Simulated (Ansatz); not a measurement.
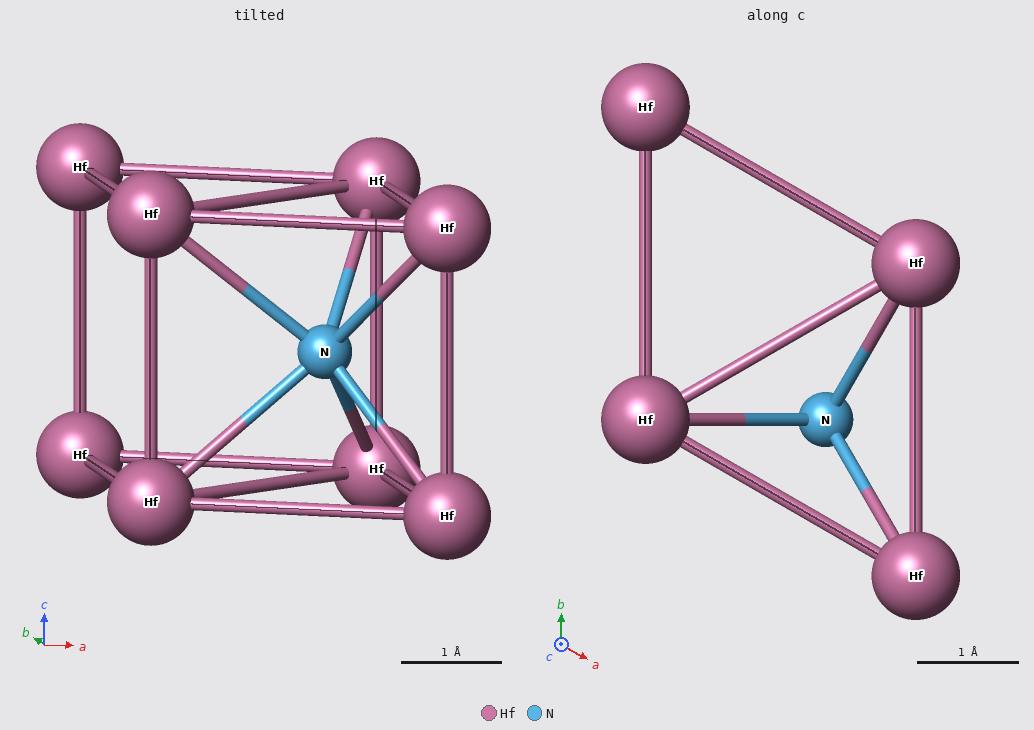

Drawn in the ball-and-stick manner and seen slightly off an axis and along the c axis. The edges of the conventional unit cell are marked. Cell: a = 3.10 Å, b = 3.10 Å, c = 2.91 Å, α = 90.00°, β = 90.00°, γ = 120.00°.

Its origin is a structure type filled with these elements by a generator (whether the compound takes this form wasn't checked). Earlier steps of the study, as a rule a relaxation of our own, may have changed the cell and positions, so they can lie some per cent off the listed ones. It was run through Ansatz as a DFT input.

### What can be read from this drawing?

The solid is HfN. It belongs to space group P-6m2 (No. 187) and has a primitive hexagonal lattice. This arrangement goes by the name tungsten carbide (WC) type. Atoms per cell: 2 (1 Hf, 1 N). The coordination shell of Hf holds eight Hf and six N (about 2.9 to 3.1 Å to Hf, 2.3 Å to N). Each N atom is coordinated by six Hf in a trigonal prismatic arrangement at about 2.3 Å. The bonds build a three-dimensional framework.

Computational set-up: DFT PBE, scalar-relativistic, plane waves, PAW (Ansatz 0.2.0), a plane-wave cutoff of 420 eV, a 14×14×12 sampling of the Brillouin zone, Gaussian smearing of 0.05 eV, no spin polarisation.

### What is the electronic character?

A metal: bands cross the Fermi level.

### What charge does Bader's analysis assign to each element?

Hf +1.74 e; N -1.74 e.

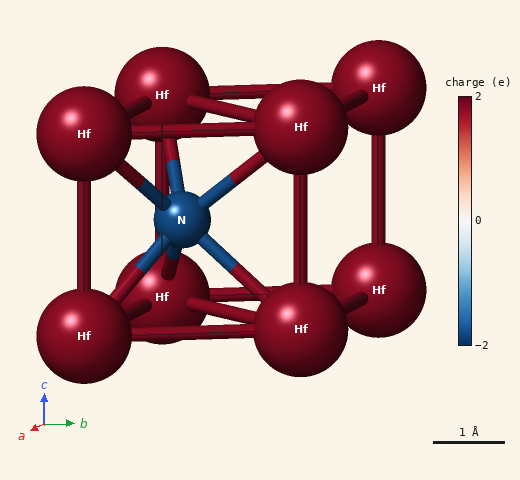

The atoms coloured by those charges. The run's cell of 2 atoms is drawn.

### Is the structure in equilibrium?

Yes. All forces vanish to within 0.01 eV/Å. The pressure is 0.0 GPa, close to zero.
